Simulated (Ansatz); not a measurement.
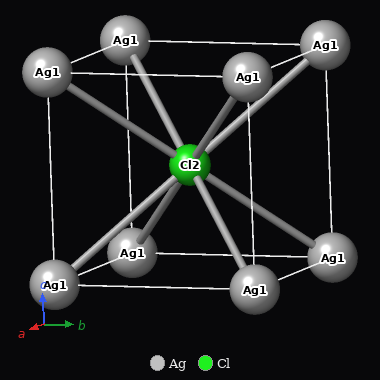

The system is AgCl (Pm-3m, No. 221; 2 atoms in the cell); the picture shows the reference structure. The energy is mapped over volume and the cell's shape. The first coordinate is: volume per atom; the second: length along [111] over the lengths across it, relative to the cubic cell. Nothing is relaxed (symmetry fixes all fractional coordinates). Grid: 7 × 7 points. Points are written as (first, second). All energies are given in meV/atom relative to the relaxed crystal. All numbers below come from DFT PBEsol, scalar-relativistic, plane waves, PAW (Ansatz). Settings: cutoff 420 eV, k-mesh 12×12×12, gaussian smearing 0.05 eV, no spin polarisation.

Its coordinates:

```
CELL_PARAMETERS angstrom
3.33116 0.00000 0.00000
0.00000 3.33116 0.00000
0.00000 0.00000 3.33116
ATOMIC_POSITIONS crystal
Ag 0.00000 0.00000 0.00000
Cl 0.50000 0.50000 0.50000
```

The input of one point:

```yaml
crystal:
  lattice:
    - [3.3335613177, 0.0902715648, 0.0902715648]
    - [0.0902715648, 3.3335613177, 0.0902715648]
    - [0.0902715648, 0.0902715648, 3.3335613177]
  atoms:
    - { symbol: Ag, position: [0.0, 0.0, 0.0] }
    - { symbol: Cl, position: [0.5, 0.5, 0.5] }
basis:
  ecutwfc: 420
kpoints:
  mp_grid: { grid: [12, 12, 12] }
hamiltonian:
  xc: pbesol
scf:
  occupations: { method: gaussian, width: 0.05 }
output:
  forces: true
  stress: true
  eigenvalues: true
```

Range: volume per atom from 17.00 to 19.96 Å³; length along [111] over the lengths across it, relative to the cubic cell from 0.923 to 1.083.

### What landscape does the calculation give?

The lowest grid point is at (18.48 Å³, 1.083), −6.0 meV/atom from the relaxed crystal. It lies at the edge of the scanned range, so the true minimum may lie outside. The reference structure, at (18.48 Å³, 1.000), is a saddle of this map. The energy also falls towards the edge at (18.48 Å³, 0.923) (0.7 meV/atom above the lowest), where a further well may lie outside the range. The highest grid point, (17.00 Å³, 1.000), lies 34.4 meV/atom above the lowest. The reference (Pm-3m) is not the lowest structure on this map: a distortion lowers the energy (space group R-3m at the lowest grid point).

```csv
"second ↓, first →",17.00,17.50,17.99,18.48,18.98,19.47,19.96
1.083,24.8,7.4,−2.4,−6.0,−4.1,2.3,12.5
1.055,26.8,9.9,0.5,−2.7,−0.5,6.2,16.7
1.027,28.0,11.4,2.2,−0.7,1.7,8.6,19.3
1.000,28.4,11.9,2.8,0.0,2.5,9.5,20.2
0.974,28.1,11.4,2.3,−0.6,1.8,8.7,19.3
0.948,27.2,10.2,0.7,−2.5,−0.3,6.3,16.7
0.923,26.2,8.5,−1.6,−5.3,−3.7,2.5,12.6
```

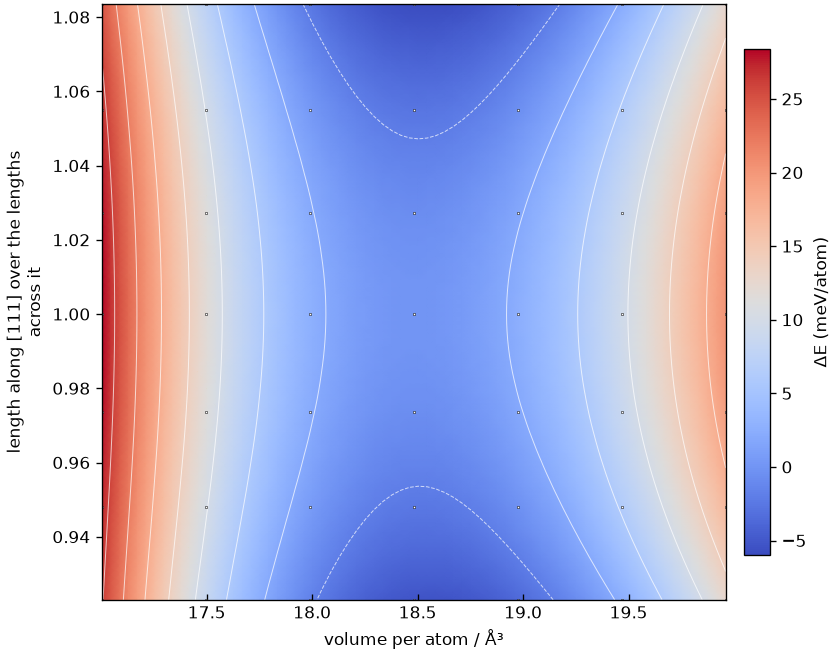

Drawn: a smooth colour map with a few white contour lines, dots at the grid points. Between grid points the surface is interpolated.

Each point was launched as `ansatz run input.yaml --threads 1 --pin off --max-ram 2048MiB --backend cpu --events-out ev --progress --plain --runs-dir out`. The whole map (49 points run) took 4.7 min on 1 thread of Arm Neoverse V1, with other jobs on the host.
